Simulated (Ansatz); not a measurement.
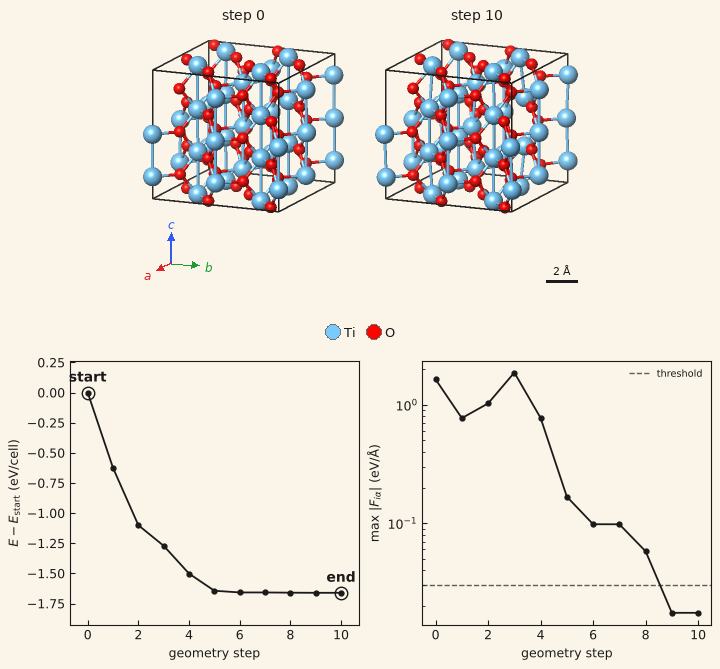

First and last geometry of a relaxation of a defect cell of composition Ti24O47 (cell charge −1), with the history of the run. A ball-and-stick model of the cell of the calculation (origin shifted), seen slightly off an axis.

Method: DFT, PBEsol, PAW, plane waves in Ansatz 0.2.0. Set-up: plane-wave cutoff 420 eV; k-point mesh 1 × 1 × 1; mesh shifted by (0.25, 0.25, 0.25); collinear spin; atoms relaxed in a fixed cell; force threshold 0.03 eV/Å; at most 80 steps.

**Did the run converge, and what did it change?**

It converged. The atom that moves furthest is a Ti atom (0.33 Å along [1 −1 0]). By element the largest moves are Ti 0.33 Å, O 0.14 Å. The lattice vectors keep their values. Near-neighbour distances that change, for instance: Ti–Ti 2.933 → 3.317 Å, O–Ti 2.003 → 1.769 Å, Ti–Ti 2.962 → 2.769 Å, O–Ti 1.951 → 1.772 Å. Bond angles that change, for instance: Ti–O–Ti 98.3° → 120.7°, O–Ti–O 179.4° → 159.0°, O–Ti–O 178.3° → 159.0°. Over 10 geometry steps the energy falls by 1.661 eV per cell of the calculation. The largest force component goes from 1.6 to 0.018 eV/Å. The program noted that the starting moments weren't kept.

Limits of the set-up: the cell is charged, on a uniform background, and energies carry no finite-size correction.
